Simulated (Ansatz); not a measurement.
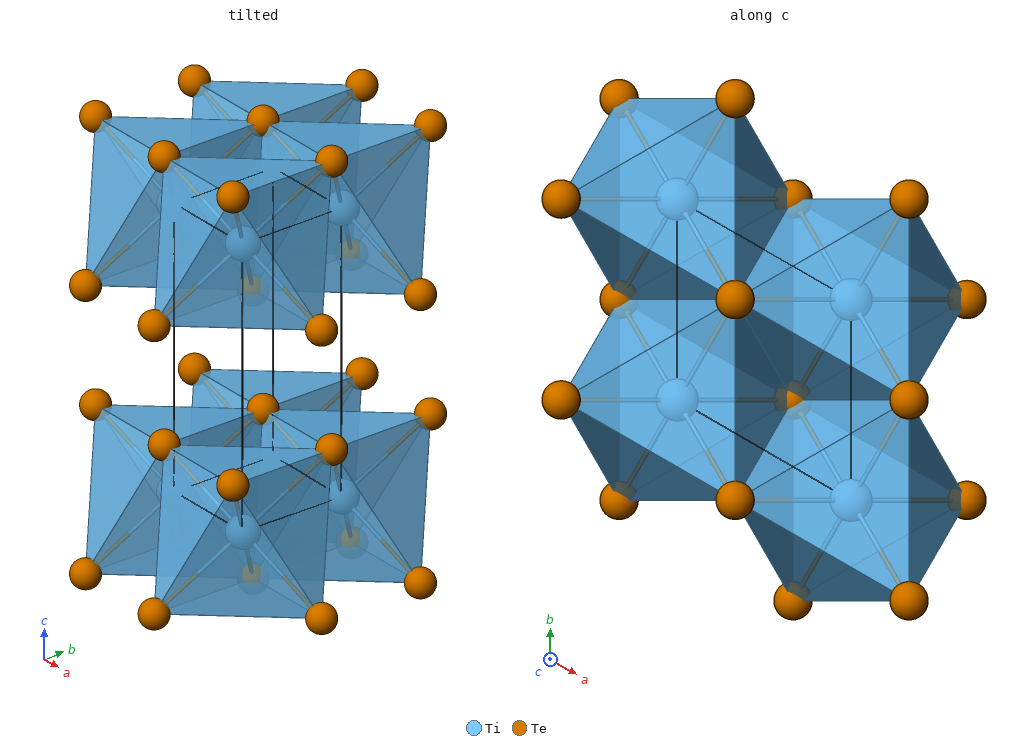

The figure gives a polyhedral picture of the atoms, viewed slightly off an axis and along the c axis. One conventional unit cell is framed, with atoms on its boundary repeated. A few atoms beyond the faces are included. Cell: a = 3.82 Å, b = 3.82 Å, c = 6.77 Å, α = 90.00°, β = 90.00°, γ = 120.00°.

Origin of the cell: a structure type known for this compound. Earlier steps of the study, as a rule a relaxation of our own, may have changed the cell and positions, so they can lie some per cent off the listed ones. It was run through Ansatz as a DFT input.

> In words:

The stoichiometry is TiTe2. The structure has P-3m1 (No. 164) symmetry and a primitive hexagonal lattice. It belongs to the family called cadmium iodide (CdI₂, 1T) type. With Z = 1, the cell contains 1 Ti, 2 Te. The polyhedra are TiTe6 octahedra; they share edges. The Ti atoms are each bonded to six Te in an octahedral arrangement at about 2.8 Å. The Te atoms are each bonded to three Ti in a trigonal pyramidal arrangement at about 2.8 Å.

Method: Ansatz, DFT r2SCAN, scalar-relativistic, plane waves, PAW; plane waves up to 500 eV, a 10×10×6 grid in reciprocal space, Gaussian smearing of 0.05 eV, no spin polarisation.

> Is it conducting or gapped at this level?

A metal: bands cross the Fermi level.

> What are the atomic charges by Bader's partition?

Ti +1.49 e; Te -0.75 e.

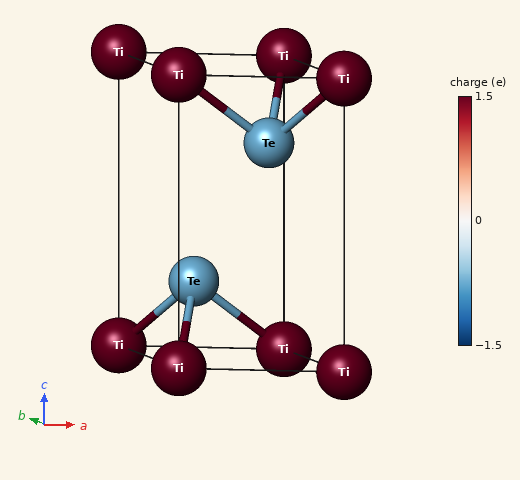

The atoms coloured by those charges. The run's cell of 3 atoms is drawn.

> Is the structure in equilibrium?

Yes. All forces vanish to within 0.01 eV/Å. The pressure is 0.1 GPa, close to zero.
